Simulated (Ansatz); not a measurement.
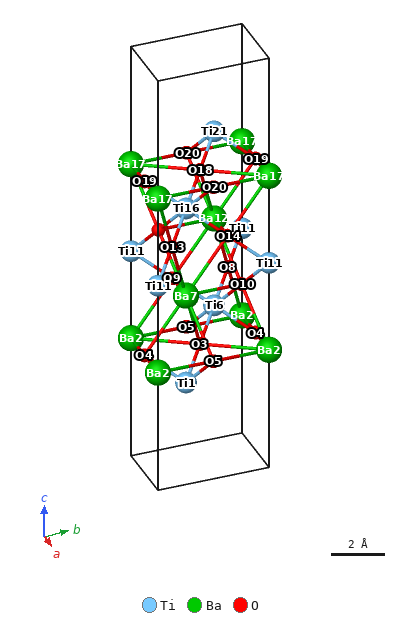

Figure 1. The structure as given in the input (ball-and-stick view of the cell of the calculation, with the vacuum cut short, seen slightly off an axis; atoms are numbered from 1 in the order of the input). An atom can appear more than once, as a periodic image.

## Geometry relaxation of Ba4Ti5O12 (part 1 of 3)

Ba4Ti5O12 (slab, 21 atoms in the cell), computed with DFT PBEsol, scalar-relativistic, plane waves, PAW, no spin polarisation (Ansatz 0.2.0).

The structure derives from an entry of the Crystallography Open Database. It belongs to a series of runs on one base structure; here: (1 1 1) slab, atoms relaxed. Figures and captions count atoms from 1; the log counts them from 0 in places.

## The input
```yaml
crystal:
  lattice:
    - [5.6142431383, 0.0, 0.0]
    - [-2.8071215691, 4.8620771808, 0.0]
    - [0.0, 0.0, 24.1680206538]
  atoms:
    - { symbol: Ti, position: [0.6666666667, 0.3333333333, 0.3103274409] }
    - { symbol: Ba, position: [0.0, 0.0, 0.3577455806] }
    - { symbol: O, position: [0.5, 0.5, 0.3577455806] }
    - { symbol: O, position: [0.5, 0.0, 0.3577455806] }
    - { symbol: O, position: [0.0, 0.5, 0.3577455806] }
    - { symbol: Ti, position: [0.3333333333, 0.6666666667, 0.4051637204] }
    - { symbol: Ba, position: [0.6666666667, 0.3333333333, 0.4525818602] }
    - { symbol: O, position: [0.1666666667, 0.8333333333, 0.4525818602] }
    - { symbol: O, position: [0.1666666667, 0.3333333333, 0.4525818602] }
    - { symbol: O, position: [0.6666666667, 0.8333333333, 0.4525818602] }
    - { symbol: Ti, position: [0.0, 0.0, 0.5] }
    - { symbol: Ba, position: [0.3333333333, 0.6666666667, 0.5474181398] }
    - { symbol: O, position: [0.8333333333, 0.1666666667, 0.5474181398] }
    - { symbol: O, position: [0.8333333333, 0.6666666667, 0.5474181398] }
    - { symbol: O, position: [0.3333333333, 0.1666666667, 0.5474181398] }
    - { symbol: Ti, position: [0.6666666667, 0.3333333333, 0.5948362796] }
    - { symbol: Ba, position: [0.0, 0.0, 0.6422544194] }
    - { symbol: O, position: [0.5, 0.5, 0.6422544194] }
    - { symbol: O, position: [0.5, 0.0, 0.6422544194] }
    - { symbol: O, position: [0.0, 0.5, 0.6422544194] }
    - { symbol: Ti, position: [0.3333333333, 0.6666666667, 0.6896725591] }
basis:
  ecutwfc: 420
kpoints:
  mp_grid: { grid: [6, 6, 1] }
hamiltonian:
  xc: pbesol
scf:
  occupations: { method: gaussian, width: 0.05 }
output:
  forces: true
  eigenvalues: true
  write_density: true
  write_potential: true
  elf: true
  volumetric_format: npy
relax:
  adjacent_minimum: "off"
  f_tol: 0.02
  max_steps: 60
efield:
  axis: 3
  dipole_correction: true
  ramp_width: 0.04
```

Launched with:
```bash
ansatz run input.yaml --threads 2 --pin off --max-ram 5120MiB --backend cpu --events-out ev --progress --plain --runs-dir out
```

## Output
```
Engine: ansatz 0.2.0, aarch64-unknown-linux-gnu
Pseudopotentials: kind: paw
Pseudopotential: Ti, paw, valence charge 12, recommended cutoff 420 eV (normal), Ti.paw.azcp
Pseudopotential: Ba, paw, valence charge 10, recommended cutoff 420 eV (normal), Ba.paw.azcp
Pseudopotential: O, paw, valence charge 6, recommended cutoff 420 eV (normal), O.paw.azcp
Functional definition: PBEsol
  exchange = pbesol_x
  correlation = pbesol_c
Crystal: 21 atoms, lattice volume = 659.712 Å³
Basis set: ecut = 420 eV, 12957 PW (Γ), exchange–correlation on 80×80×324 points (8 copies of the dense FFT grid, shifted against one another)
Bands: 107, of which v1, the nominal top of the filled ones, is band 86 counted from 1 (85 counted from 0)
Symmetry: 6 space group operations
k-points: 7 of 36 (time reversal used)
Non-local potential: Ti, projectors of the file, l = 0: 3, l = 1: 2, l = 2: 3, l = 3: 1
Non-local potential: Ba, projectors of the file, l = 0: 3, l = 1: 2, l = 2: 2, l = 3: 2
Non-local potential: O, projectors of the file, l = 0: 2, l = 1: 2, l = 2: 1
PAW form: soft (Blöchl's): semilocal exchange-correlation on the pseudo side does not see the compensation charge
PAW frozen core: Ti, regenerated for the run's functional, and the local potential with it (the file was generated under x = pbe(κ = 0.804, μ = 0.2195149727645171), c = pbe(β = 0.06672455060314922))
PAW frozen core: Ba, regenerated for the run's functional, and the local potential with it (the file was generated under x = pbe(κ = 0.804, μ = 0.2195149727645171), c = pbe(β = 0.06672455060314922))
PAW frozen core: O, regenerated for the run's functional, and the local potential with it (the file was generated under x = pbe(κ = 0.804, μ = 0.2195149727645171), c = pbe(β = 0.06672455060314922))
PAW one-centre angular grid: Ti, 590 points (default); XC on 64 Gauss nodes
PAW one-centre angular grid: Ba, 194 points (default); XC on 64 Gauss nodes
PAW one-centre angular grid: O, 110 points (default); XC on 64 Gauss nodes
Initial density: superposition of atomic densities (neutral atoms: chi_scale 0, normalization atom), corrected by the library's trained network
Initial wavefunctions: pseudopotential atomic-orbital guess
Functional: x = pbesol(κ = 0.804, μ = 0.12345679012345678), c = pbesol(β = 0.046)
SCF iter   1: F=—  HF=-42576.591835 eV  |F-HF|=—  |Δ(HF+E_count)|=         —  Δρ=1.25e-2  dr2=1.09e0  ethr=1.77e-3  p=0.000 e·Å  D=1.65e-13 V/Å  ΔV_dip=-0.00 eV  dr2_dipole=8.22e-7  V_vac-E_F(+/−)=3.48/3.49 eV  ⟨swp⟩=8.7  Hψ=3614  notcnv=0  defer=5
efield: sawtooth ramp at fractional position 0.9800 (placed from the atoms, in the widest stretch of the axis that holds none; the zero of the levels goes with the place), width 0.0400; the density the first Hamiltonian is built on has a dipole p = 0.000 e·Å; the dipole correction subtracts the counter field D = 1.65e-13 V/Å, which shifts the + side's vacuum level by -0.00 eV against the − side's; the planar-averaged density in the ramp window peaks in size at 5.2e-5 e/Å³
preconditioner: auto → LDOS  [metal: Δε(μ)=0.019 eV  Ē_g=9.652 eV  σ=0.050 eV  W_gap=0.21  n_scr=94 (ndim 8)  ℏωp=16.1 eV  f_vac=0.524  D(μ)=18.71/eV (n_scr^D=124)  β→1.0]
SCF iter   2: F=—  HF=-42576.751279 eV  |F-HF|=—  |Δ(HF+E_count)|=   1.59e-1  Δρ=1.75e-2  dr2=1.62e0  ethr=6.33e-4  p=0.000 e·Å  D=2.66e-5 V/Å  ΔV_dip=-0.00 eV  dr2_dipole=8.35e-8  V_vac-E_F(+/−)=3.52/3.52 eV  ⟨swp⟩=2.7  Hψ=1392  notcnv=0  defer=75
SCF iter   3: F=—  HF=-42576.424388 eV  |F-HF|=—  |Δ(HF+E_count)|=   3.27e-1  Δρ=4.44e-3  dr2=1.11e-1  ethr=6.33e-4  p=0.000 e·Å  D=1.30e-5 V/Å  ΔV_dip=-0.00 eV  dr2_dipole=3.64e-7  V_vac-E_F(+/−)=3.52/3.52 eV  ⟨swp⟩=2.0  Hψ=1152  notcnv=0  defer=75
SCF iter   4: F=—  HF=-42576.405649 eV  |F-HF|=—  |Δ(HF+E_count)|=   1.87e-2  Δρ=1.00e-3  dr2=1.43e-2  ethr=6.44e-5  p=0.000 e·Å  D=4.53e-6 V/Å  ΔV_dip=-0.00 eV  dr2_dipole=1.86e-9  V_vac-E_F(+/−)=3.53/3.53 eV  ⟨swp⟩=2.0  Hψ=1201  notcnv=0  defer=75
SCF iter   5: F=—  HF=-42576.405142 eV  |F-HF|=—  |Δ(HF+E_count)|=   5.07e-4  Δρ=4.40e-4  dr2=3.32e-3  ethr=8.31e-6  p=0.000 e·Å  D=1.07e-6 V/Å  ΔV_dip=-0.00 eV  dr2_dipole=7.96e-8  V_vac-E_F(+/−)=3.55/3.55 eV  ⟨swp⟩=2.0  Hψ=1008  notcnv=0  defer=75
SCF iter   6: F=—  HF=-42576.405514 eV  |F-HF|=—  |Δ(HF+E_count)|=   3.71e-4  Δρ=2.32e-4  dr2=5.15e-4  ethr=1.93e-6  p=-0.000 e·Å  D=-9.95e-7 V/Å  ΔV_dip=0.00 eV  dr2_dipole=4.15e-9  V_vac-E_F(+/−)=3.56/3.56 eV  ⟨swp⟩=2.0  Hψ=1011  notcnv=0  defer=75
SCF iter   7: F=—  HF=-42576.405524 eV  |F-HF|=—  |Δ(HF+E_count)|=   1.07e-5  Δρ=7.23e-5  dr2=5.14e-5  ethr=2.99e-7  p=-0.000 e·Å  D=-1.78e-7 V/Å  ΔV_dip=0.00 eV  dr2_dipole=1.43e-9  V_vac-E_F(+/−)=3.56/3.56 eV  ⟨swp⟩=2.0  Hψ=1070  notcnv=0  defer=75
SCF iter   8: F=-42576.405526 eV  HF=-42576.405529 eV  |F-HF|=2.75e-6  |Δ(HF+E_count)|=   4.19e-6  Δρ=2.25e-5  dr2=7.34e-6  ethr=5.81e-9  p=-0.000 e·Å  D=-4.84e-7 V/Å  ΔV_dip=0.00 eV  dr2_dipole=5.90e-10  V_vac-E_F(+/−)=3.56/3.56 eV  ⟨swp⟩=21.4  Hψ=8775  notcnv=0
SCF 1 converged in 8 iterations: F = -42576.405526 eV  dr2 = 7.34e-6
  greatest PAW one-centre occupation: 0.999 electrons in one spin orbital (limit 2), on the Ti atom at site 10 (counted from 0), in its partial waves of l = 0
relax step   1: F+E_penalty+E_count = -42576.40552577 eV  Δ(F+E_penalty+E_count) = +0.000e0 eV  max|allowed force component| = 5.755e0 eV/Å  Δτ_max = 0.0000 Å  (8 SCF iters, dr2 threshold 1.00e-5 eV, accepted)
Initial density: handed on by an earlier stage of this run
Initial wavefunctions: those handed on with the density
iter 1 solved again at ethr=7.79e-4 eV; its pass at ethr=3.10e-3 eV (dr2=1.34e0 eV) is discarded
SCF iter   1: F=—  HF=-42578.658672 eV  |F-HF|=—  |Δ(HF+E_count)|=         —  Δρ=1.11e-2  dr2=1.33e0  ethr=7.79e-4  p=-0.000 e·Å  D=-4.84e-7 V/Å  ΔV_dip=0.00 eV  dr2_dipole=9.06e-11  V_vac-E_F(+/−)=3.45/3.45 eV  ⟨swp⟩=1.0  Hψ=3077  notcnv=0  defer=72
efield: sawtooth ramp at fractional position 0.9800 (handed on by an earlier solve), width 0.0400; the density the first Hamiltonian is built on has a dipole p = -0.000 e·Å; the dipole correction subtracts the counter field D = -4.84e-7 V/Å, which shifts the + side's vacuum level by +0.00 eV against the − side's; the planar-averaged density in the ramp window peaks in size at 5.3e-6 e/Å³
preconditioner: auto → LDOS  [insulator: Δε(μ)=0.066 eV  Ē_g=10.222 eV  σ=0.050 eV  W_gap=0.54  n_scr=94 (ndim 8)  ℏωp=16.1 eV  f_vac=0.546  D(μ)=17.16/eV (n_scr^D=94)  ε∞_Penn≈3.5  β→1.0]
SCF iter   2: F=—  HF=-42578.540528 eV  |F-HF|=—  |Δ(HF+E_count)|=   1.18e-1  Δρ=5.38e-3  dr2=2.56e-1  ethr=7.74e-4  p=0.000 e·Å  D=9.95e-7 V/Å  ΔV_dip=-0.00 eV  dr2_dipole=6.43e-9  V_vac-E_F(+/−)=3.39/3.39 eV  ⟨swp⟩=2.9  Hψ=1296  notcnv=0  defer=72
SCF iter   3: F=—  HF=-42578.512869 eV  |F-HF|=—  |Δ(HF+E_count)|=   2.77e-2  Δρ=3.63e-3  dr2=1.00e-1  ethr=1.49e-4  p=0.000 e·Å  D=1.67e-6 V/Å  ΔV_dip=-0.00 eV  dr2_dipole=7.77e-9  V_vac-E_F(+/−)=3.35/3.36 eV  ⟨swp⟩=2.0  Hψ=1287  notcnv=0  defer=84
SCF iter   4: F=—  HF=-42578.501153 eV  |F-HF|=—  |Δ(HF+E_count)|=   1.17e-2  Δρ=1.28e-3  dr2=1.73e-2  ethr=5.83e-5  p=0.000 e·Å  D=3.36e-6 V/Å  ΔV_dip=-0.00 eV  dr2_dipole=1.52e-8  V_vac-E_F(+/−)=3.36/3.36 eV  ⟨swp⟩=2.0  Hψ=1094  notcnv=0  defer=87
SCF iter   5: F=—  HF=-42578.499446 eV  |F-HF|=—  |Δ(HF+E_count)|=   1.71e-3  Δρ=5.95e-4  dr2=4.90e-3  ethr=1.00e-5  p=0.000 e·Å  D=2.55e-6 V/Å  ΔV_dip=-0.00 eV  dr2_dipole=5.56e-9  V_vac-E_F(+/−)=3.35/3.35 eV  ⟨swp⟩=2.0  Hψ=1026  notcnv=0  defer=88
SCF iter   6: F=—  HF=-42578.499265 eV  |F-HF|=—  |Δ(HF+E_count)|=   1.81e-4  Δρ=3.49e-4  dr2=1.61e-3  ethr=2.85e-6  p=0.000 e·Å  D=2.15e-6 V/Å  ΔV_dip=-0.00 eV  dr2_dipole=1.77e-10  V_vac-E_F(+/−)=3.33/3.33 eV  ⟨swp⟩=2.0  Hψ=876  notcnv=0  defer=88
SCF iter   7: F=—  HF=-42578.499206 eV  |F-HF|=—  |Δ(HF+E_count)|=   5.92e-5  Δρ=2.07e-4  dr2=5.81e-4  ethr=9.34e-7  p=0.000 e·Å  D=1.10e-6 V/Å  ΔV_dip=-0.00 eV  dr2_dipole=1.72e-11  V_vac-E_F(+/−)=3.32/3.32 eV  ⟨swp⟩=2.0  Hψ=1021  notcnv=0  defer=88
SCF iter   8: F=-42578.499117 eV  HF=-42578.499192 eV  |F-HF|=7.55e-5  |Δ(HF+E_count)|=   1.38e-5  Δρ=8.35e-5  dr2=9.74e-5  ethr=5.81e-8  p=0.000 e·Å  D=6.96e-7 V/Å  ΔV_dip=-0.00 eV  dr2_dipole=1.38e-10  V_vac-E_F(+/−)=3.32/3.32 eV  ⟨swp⟩=23.4  Hψ=9580  notcnv=0
SCF 2 converged in 8 iterations: F = -42578.499117 eV  dr2 = 9.74e-5
[... from here on the iterations of each SCF are left out, up to the last one ...]
relax step   2: F+E_penalty+E_count = -42578.49911656 eV  Δ(F+E_penalty+E_count) = -2.094e0 eV  max|allowed force component| = 3.223e0 eV/Å  Δτ_max = 0.1983 Å  (8 SCF iters, dr2 threshold 1.00e-4 eV, accepted)
efield: sawtooth ramp at fractional position 0.9800 (handed on by an earlier solve), width 0.0400; the density the first Hamiltonian is built on has a dipole p = 0.000 e·Å; the dipole correction subtracts the counter field D = 6.96e-7 V/Å, which shifts the + side's vacuum level by -0.00 eV against the − side's; the planar-averaged density in the ramp window peaks in size at 3.5e-6 e/Å³
preconditioner: auto → LDOS  [metal: Δε(μ)=0.021 eV  Ē_g=10.708 eV  σ=0.050 eV  W_gap=0.23  n_scr=94 (ndim 8)  ℏωp=16.1 eV  f_vac=0.548  D(μ)=18.29/eV (n_scr^D=112)  β→1.0]
SCF 3 converged in 10 iterations: F = -42578.945533 eV  dr2 = 1.69e-5
relax step   3: F+E_penalty+E_count = -42578.94553308 eV  Δ(F+E_penalty+E_count) = -4.464e-1 eV  max|allowed force component| = 2.197e0 eV/Å  Δτ_max = 0.1893 Å  (10 SCF iters, dr2 threshold 1.00e-4 eV, accepted)
efield: sawtooth ramp at fractional position 0.9800 (handed on by an earlier solve), width 0.0400; the density the first Hamiltonian is built on has a dipole p = -0.000 e·Å; the dipole correction subtracts the counter field D = -3.67e-7 V/Å, which shifts the + side's vacuum level by +0.00 eV against the − side's; the planar-averaged density in the ramp window peaks in size at 8.9e-6 e/Å³
preconditioner: auto → LDOS  [metal: Δε(μ)=0.016 eV  Ē_g=10.721 eV  σ=0.050 eV  W_gap=0.17  n_scr=94 (ndim 8)  ℏωp=16.1 eV  f_vac=0.537  D(μ)=23.33/eV (n_scr^D=174)  β→1.0]
SCF 4 converged in 10 iterations: F = -42579.113807 eV  dr2 = 1.41e-5
relax step   4: F+E_penalty+E_count = -42579.11380704 eV  Δ(F+E_penalty+E_count) = -1.683e-1 eV  max|allowed force component| = 1.756e0 eV/Å  Δτ_max = 0.1655 Å  (10 SCF iters, dr2 threshold 1.00e-4 eV, accepted)
efield: sawtooth ramp at fractional position 0.9800 (handed on by an earlier solve), width 0.0400; the density the first Hamiltonian is built on has a dipole p = 0.000 e·Å; the dipole correction subtracts the counter field D = 4.57e-7 V/Å, which shifts the + side's vacuum level by -0.00 eV against the − side's; the planar-averaged density in the ramp window peaks in size at 7.2e-6 e/Å³
preconditioner: auto → LDOS  [metal: Δε(μ)=0.018 eV  Ē_g=10.807 eV  σ=0.050 eV  W_gap=0.20  n_scr=94 (ndim 8)  ℏωp=16.1 eV  f_vac=0.542  D(μ)=19.19/eV (n_scr^D=124)  β→1.0]
SCF 5 converged in 10 iterations: F = -42579.320438 eV  dr2 = 9.54e-6
relax step   5: F+E_penalty+E_count = -42579.32043768 eV  Δ(F+E_penalty+E_count) = -2.066e-1 eV  max|allowed force component| = 3.053e-1 eV/Å  Δτ_max = 0.1051 Å  (10 SCF iters, dr2 threshold 1.00e-4 eV, accepted)
efield: sawtooth ramp at fractional position 0.9800 (handed on by an earlier solve), width 0.0400; the density the first Hamiltonian is built on has a dipole p = -0.000 e·Å; the dipole correction subtracts the counter field D = -3.79e-7 V/Å, which shifts the + side's vacuum level by +0.00 eV against the − side's; the planar-averaged density in the ramp window peaks in size at 7.5e-6 e/Å³
preconditioner: auto → LDOS  [metal: Δε(μ)=0.045 eV  Ē_g=10.695 eV  σ=0.050 eV  W_gap=0.45  n_scr=94 (ndim 8)  ℏωp=16.1 eV  f_vac=0.540  D(μ)=20.79/eV (n_scr^D=150)  β→1.0]
SCF 6 converged in 9 iterations: F = -42579.346126 eV  dr2 = 4.32e-6
relax step   6: F+E_penalty+E_count = -42579.34612645 eV  Δ(F+E_penalty+E_count) = -2.569e-2 eV  max|allowed force component| = 6.585e-2 eV/Å  Δτ_max = 0.0359 Å  (9 SCF iters, dr2 threshold 5.83e-6 eV, accepted)
SCF iter   1: F=—  HF=-42579.347035 eV  |F-HF|=—  |Δ(HF+E_count)|=         —  Δρ=3.88e-4  dr2=1.68e-3  ethr=4.41e-5  p=-0.000 e·Å  D=-1.77e-7 V/Å  ΔV_dip=0.00 eV  dr2_dipole=3.84e-10  V_vac-E_F(+/−)=3.34/3.34 eV  ⟨swp⟩=2.1  Hψ=1147  notcnv=0  defer=100
efield: sawtooth ramp at fractional position 0.9800 (handed on by an earlier solve), width 0.0400; the density the first Hamiltonian is built on has a dipole p = -0.000 e·Å; the dipole correction subtracts the counter field D = -1.77e-7 V/Å, which shifts the + side's vacuum level by +0.00 eV against the − side's; the planar-averaged density in the ramp window peaks in size at 8.1e-6 e/Å³
preconditioner: auto → LDOS  [metal: Δε(μ)=0.026 eV  Ē_g=10.696 eV  σ=0.050 eV  W_gap=0.28  n_scr=94 (ndim 8)  ℏωp=16.1 eV  f_vac=0.540  D(μ)=20.80/eV (n_scr^D=150)  β→1.0]
SCF iter   2: F=—  HF=-42579.346919 eV  |F-HF|=—  |Δ(HF+E_count)|=   1.16e-4  Δρ=3.29e-4  dr2=7.26e-4  ethr=9.78e-7  p=-0.000 e·Å  D=-1.41e-7 V/Å  ΔV_dip=0.00 eV  dr2_dipole=1.94e-10  V_vac-E_F(+/−)=3.34/3.34 eV  ⟨swp⟩=2.0  Hψ=1296  notcnv=0  defer=101
SCF iter   3: F=—  HF=-42579.346880 eV  |F-HF|=—  |Δ(HF+E_count)|=   3.92e-5  Δρ=1.61e-4  dr2=1.79e-4  ethr=4.22e-7  p=-0.000 e·Å  D=-1.65e-7 V/Å  ΔV_dip=0.00 eV  dr2_dipole=9.92e-11  V_vac-E_F(+/−)=3.34/3.34 eV  ⟨swp⟩=2.0  Hψ=1190  notcnv=0  defer=101
SCF iter   4: F=—  HF=-42579.346857 eV  |F-HF|=—  |Δ(HF+E_count)|=   2.25e-5  Δρ=2.92e-5  dr2=8.61e-6  ethr=1.04e-7  p=-0.000 e·Å  D=-1.31e-7 V/Å  ΔV_dip=0.00 eV  dr2_dipole=8.96e-12  V_vac-E_F(+/−)=3.34/3.34 eV  ⟨swp⟩=2.0  Hψ=937  notcnv=0  defer=101
SCF iter   5: F=—  HF=-42579.347132 eV  |F-HF|=—  |Δ(HF+E_count)|=   2.75e-4  Δρ=1.63e-5  dr2=3.87e-6  ethr=5.01e-9  p=-0.000 e·Å  D=-1.19e-7 V/Å  ΔV_dip=0.00 eV  dr2_dipole=8.01e-13  V_vac-E_F(+/−)=3.34/3.34 eV  ⟨swp⟩=2.6  Hψ=1198  notcnv=0  defer=101
SCF iter   6: F=—  HF=-42579.347132 eV  |F-HF|=—  |Δ(HF+E_count)|=   2.46e-7  Δρ=1.10e-5  dr2=1.36e-6  ethr=2.25e-9  p=-0.000 e·Å  D=-7.89e-8 V/Å  ΔV_dip=0.00 eV  dr2_dipole=1.71e-12  V_vac-E_F(+/−)=3.34/3.34 eV  ⟨swp⟩=2.1  Hψ=911  notcnv=0  defer=101
SCF iter   7: F=—  HF=-42579.347132 eV  |F-HF|=—  |Δ(HF+E_count)|=   7.70e-9  Δρ=6.94e-6  dr2=6.36e-7  ethr=7.90e-10  p=-0.000 e·Å  D=-7.98e-8 V/Å  ΔV_dip=0.00 eV  dr2_dipole=8.42e-12  V_vac-E_F(+/−)=3.34/3.34 eV  ⟨swp⟩=2.0  Hψ=904  notcnv=0  defer=101
SCF iter   8: F=—  HF=-42579.347132 eV  |F-HF|=—  |Δ(HF+E_count)|=   7.79e-9  Δρ=4.18e-6  dr2=2.44e-7  ethr=3.70e-10  p=-0.000 e·Å  D=-3.72e-8 V/Å  ΔV_dip=0.00 eV  dr2_dipole=1.94e-12  V_vac-E_F(+/−)=3.34/3.34 eV  ⟨swp⟩=2.0  Hψ=877  notcnv=0  defer=101
SCF iter   9: F=-42579.347132 eV  HF=-42579.347132 eV  |F-HF|=6.62e-8  |Δ(HF+E_count)|=   1.42e-8  Δρ=2.02e-6  dr2=5.42e-8  ethr=5.81e-11  p=-0.000 e·Å  D=-2.13e-8 V/Å  ΔV_dip=0.00 eV  dr2_dipole=2.37e-11  V_vac-E_F(+/−)=3.34/3.34 eV  ⟨swp⟩=17.7  Hψ=6272  notcnv=0
SCF 7 converged in 9 iterations: F = -42579.347132 eV  dr2 = 5.42e-8
relax step   7: F+E_penalty+E_count = -42579.34713201 eV  Δ(F+E_penalty+E_count) = -1.006e-3 eV  max|allowed force component| = 8.741e-3 eV/Å  Δτ_max = 0.0050 Å  (9 SCF iters, accepted)
```
